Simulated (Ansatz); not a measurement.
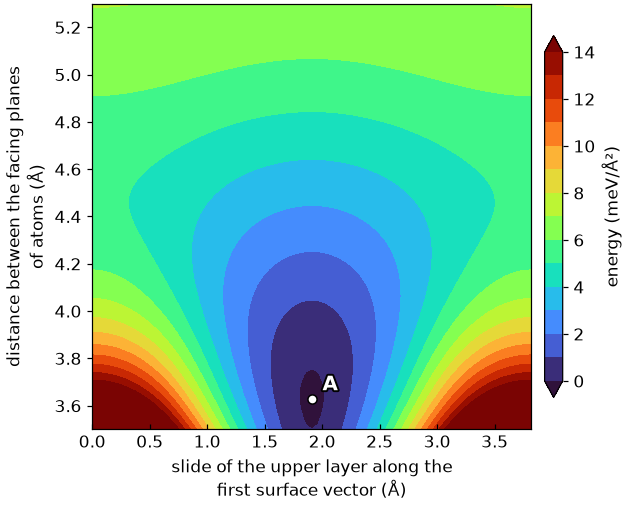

A bilayer of two SnO sheets, the upper one turned by 180 degrees about the normal (8 atoms in the cell). 
- The upper layer of a bilayer is slid along a line and lifted, both layers rigid.
- Coordinates scanned: (1) slide of the upper layer along the first surface vector, from Sn5 above Sn4; (2) distance between the facing planes of atoms.
- Grid: 6 × 6 points; 24 points were computed and 12 follow by symmetry.
- Points are written as (first, second).
- Energies are in meV/Å², from the lowest grid point.
- The calculation used DFT PBE+D3(BJ), scalar-relativistic, plane waves, PAW in Ansatz. Settings: cutoff 420 eV, k-mesh 7×7×1, gaussian smearing 0.05 eV, no spin polarisation.

Drawn: filled contours, one colour for all values above the top of the scale, the point A. Between grid points the surface is interpolated.

Find the lowest pass out of the well at A.

Answer. The easiest path leads from the well at about (1.91 Å, 3.63 Å) to its copy one period on. Its highest point lies about 5.3 meV/Å² above the bottom of the first well on the interpolated surface, at about (0.00 Å, 4.48 Å). This is the barrier on the constrained surface; relaxing the other coordinates would change it.

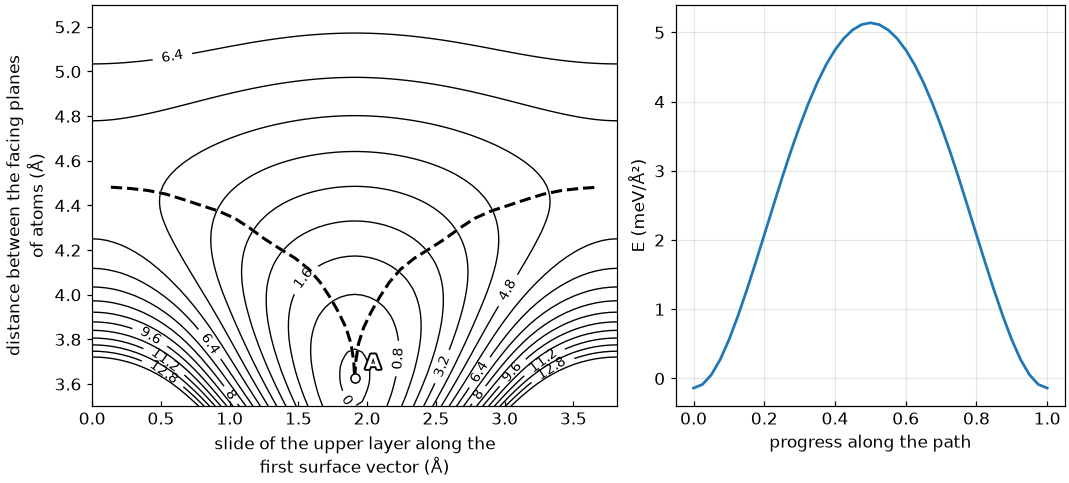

The picture shows contour lines labelled in meV/Å² (none above 13.6), a line along the lowest path, the energy along the path at the right. Between grid points the surface is interpolated.

PAW datasets: the set soft_1.
